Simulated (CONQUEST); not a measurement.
**A series of single points on ZnS**

System: ZnS (P6₃mc, 16 atoms in the cell).
Method: Kohn-Sham DFT of a periodic cell, LDA, PseudoDojo NC LDA, no spin polarisation (CONQUEST 1.3).

The 7 runs differ only in the geometry, by an even scaling of the cell at fixed fractional positions. The structure derives from an entry of the Crystallography Open Database.

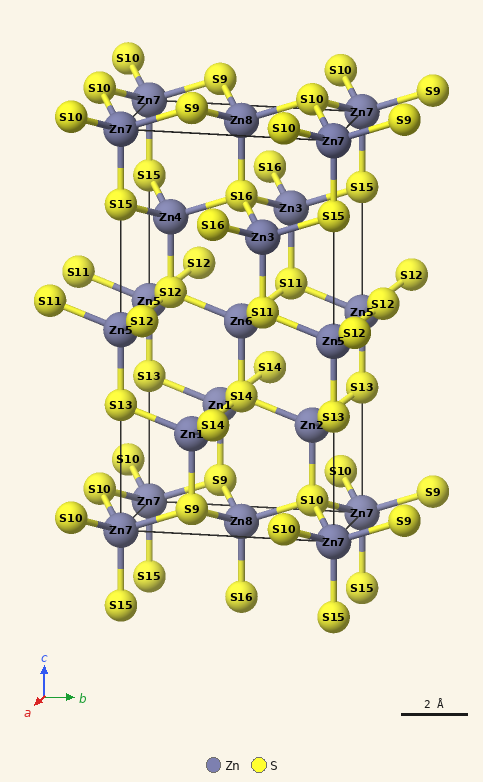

Figure 1. The structure of run 4 (ball-and-stick view of the cell of the calculation, seen slightly off an axis; bonded neighbours outside the cell are drawn too; atoms are numbered from 1 in the order of the input).

**Input of run 4**
```
IO.Title ZnS
IO.Coordinates coords.dat
IO.FractionalAtomicCoords T
IO.Iprint 2
IO.Iprint_init 1
General.NumberOfSpecies 2
General.PseudopotentialType hamann
AtomMove.TypeOfRun static
AtomMove.FullStress T
Grid.PointsAlongX 36
Grid.PointsAlongY 64
Grid.PointsAlongZ 120
DM.SolutionMethod diagon
Diag.MPMesh T
Diag.GammaCentred T
Diag.MPMeshX 6
Diag.MPMeshY 4
Diag.MPMeshZ 2
Diag.kT 0.00183747
minE.SCTolerance 1e-6
SC.MaxIters 100
IO.AtomChargeOutput T
SC.KerkerPreCondition T
SC.KerkerFactor 0.3
SC.LinearMixingFactor 0.3
%block ChemicalSpeciesLabel
1 65.390 Zn
2 32.070 S
%endblock
```

Command:
```bash
Conquest
```

Lattice vectors (Å) and fractional positions of run 4:
```
   3.822700    0.000000    0.000000
   0.000000    6.621111    0.000000
   0.000000    0.000000   12.520000
Zn  0.000000  0.333333  0.250000
Zn  0.500000  0.833333  0.250000
Zn  0.000000  0.666667  0.750000
Zn  0.500000  0.166667  0.750000
Zn  0.000000  0.000000  0.500000
Zn  0.500000  0.500000  0.500000
Zn  0.000000  0.000000  0.000000
Zn  0.500000  0.500000  0.000000
S   0.000000  0.333333  0.062500
S   0.500000  0.833333  0.062500
S   0.000000  0.666667  0.562500
S   0.500000  0.166667  0.562500
S   0.000000  0.000000  0.312500
S   0.500000  0.500000  0.312500
S   0.000000  0.000000  0.812500
S   0.500000  0.500000  0.812500
```

Run 2 has the same physical settings and fractional positions; its lattice vectors (Å) are:
```
   3.771036    0.000000    0.000000
   0.000000    6.531625    0.000000
   0.000000    0.000000   12.350790
```

**Results, with one run withheld**

```tsv
run	volume per atom (Å³)	free energy per atom, from the lowest run given (meV)	pressure (GPa)	gap on the mesh (eV)
1	18.617	3.53	2.38	2.48
2	19.013	?	?	?
3	19.409	0.00	−0.94	2.24
4	19.805	4.06	−2.37	2.13
5	20.202	11.56	−3.72	2.02
6	20.598	22.27	−4.90	1.92
7	20.994	35.56	−5.87	1.82
```

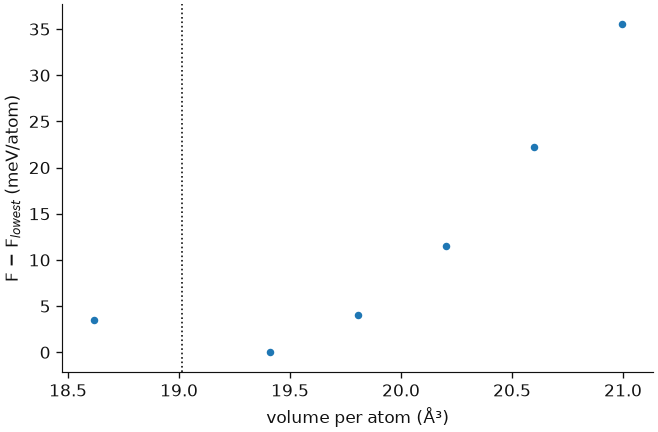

Figure 2. Free energy per atom of the runs given; the dotted line marks run 2.

What should run 2 give?

A cubic polynomial in V^(−2/3) (the Birch–Murnaghan form), fitted to the 6 runs given, misses them by at most 0.06 meV per atom. With x = V^(−2/3) − 0.13612 Å⁻², it reads F = 5.7838 − 3752.9 x + 5.4343e+05 x² + 10677 x³ (meV per atom). At run 2 it gives −0.34 meV per atom, and the run itself gives −0.29. The slope of the fit gives a pressure −dF/dV of 0.69 GPa there, and the run prints 0.68 GPa. The fit has its minimum at 19.178 Å³ per atom, where V d²F/dV² gives 78.6 GPa. Cell shape and fractional positions are held, so this is the stiffness under even scaling; the relaxed bulk modulus wasn't computed. The gap on the mesh goes, without turning, from 2.48 eV in run 1 to 1.82 eV in run 7; run 2 has 2.36 eV. These are gaps of this functional on this mesh, which can miss the band edges; they aren't the measured gap.

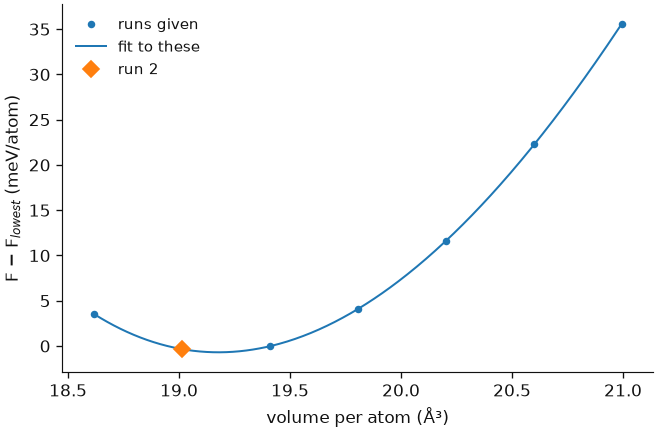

Figure 3. The fit and the withheld run.

**Some lines of the output (run 2)**
```
[...]
          DFT Total Energy                 :     -1760.110935433346640 Ha
          DFT Total Energy                 :     -1760.116379966542581 Ha
          DFT Total Energy                 :     -1760.116324030188252 Ha
          DFT Total Energy                 :     -1760.116474182234469 Ha
          DFT Total Energy                 :     -1760.116479712017735 Ha
          DFT Total Energy                 :     -1760.116484881290035 Ha
          DFT Total Energy                 :     -1760.116485193563221 Ha
          DFT Total Energy                 :     -1760.116484909584187 Ha
          DFT Total Energy                 :     -1760.116485415562238 Ha
          DFT Total Energy                 :     -1760.116485459252772 Ha
          DFT Total Energy                 :     -1760.116485473054809 Ha
          DFT Total Energy                 :     -1760.116485505255241 Ha
      |* DFT total energy        =     -1760.116485505255241 Ha
    force: Average pressure:      0.68353935 GPa
```

Notes: With a small basis of atomic orbitals these values can differ much from converged plane-wave results.
